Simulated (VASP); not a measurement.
ZnSe (space group F-43m, No. 216). Coordinates: an entry of the Crystallography Open Database, as set up for an electronic-structure calculation.

```
Se Zn
1.0
     5.66760    0.00000    0.00000
     0.00000    5.66760    0.00000
     0.00000    0.00000    5.66760
Se Zn
4 4
Cartesian
  1.4169 1.4169 1.4169
  1.4169 4.2507 4.2507
  4.2507 1.4169 4.2507
  4.2507 4.2507 1.4169
  0.0000 0.0000 0.0000
  0.0000 2.8338 2.8338
  2.8338 0.0000 2.8338
  2.8338 2.8338 0.0000
```

Bonds are taken as Se–Zn below 2.8 Å; no other contact counts. Atoms with one bond or none are removed and atoms with two bonds are replaced by edges, until no such atom is left.

Derive the underlying net.

The result is a uninodal 4-connected, three-periodic net: Se and Zn are 4-connected nodes. It is the dia net, known from diamond, zinc blende and cristobalite. It is a single net, without interpenetration.

```csv
node,links,point symbol,coordination sequence
Se and Zn,4,6⁶,4 12 24 42 64 92
```

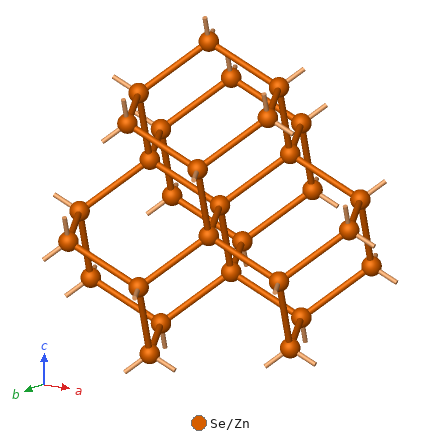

Nodes are coloured by topological kind. Short stubs are edges that leave the cut-out.
